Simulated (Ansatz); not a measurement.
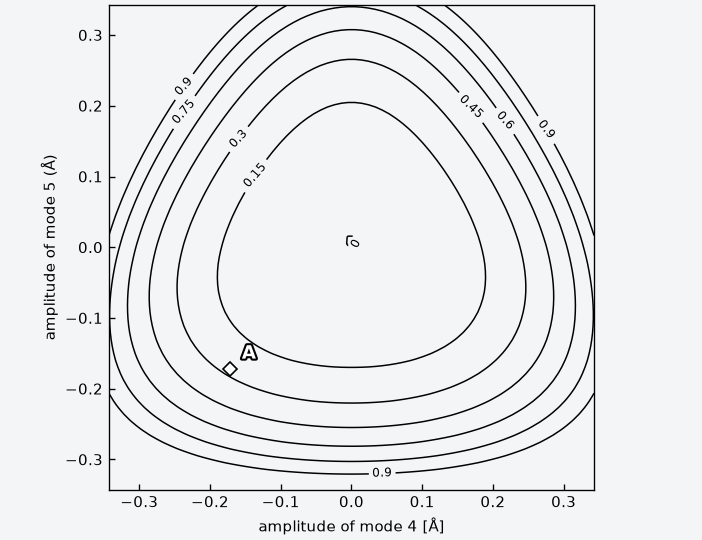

Bi (R-3m, No. 166; 2 atoms in the cell). The energy is mapped over two normal modes frozen in (zone-centre modes of the 2-atom cell of this scan). First axis: amplitude of mode 4 (58 cm⁻¹), largest displacement. Second axis: amplitude of mode 5 (58 cm⁻¹), largest displacement. Nothing is relaxed (the cell and all other modes fixed). The grid has 5 × 5 points; 15 points were computed and 10 follow by symmetry. Points are written as (first, second). All energies are given in eV per cell relative to the lowest grid point. Method: DFT LDA+D3(BJ), scalar-relativistic, plane waves, PAW in Ansatz 0.2.0. Settings: cutoff 420 eV, k-mesh 12×12×12, gaussian smearing 0.15 eV, no spin polarisation.

The picture shows contour lines labelled in eV (none above 0.9), the point A. Between grid points the surface is interpolated.

> Which way does the force act at A, and how strong is it?

A, at (−0.172 Å, −0.172 Å), is not a stationary point. The computed force is 1.6 eV for each Å towards larger values of the first coordinate and 2.7 eV for each Å towards larger values of the second coordinate.
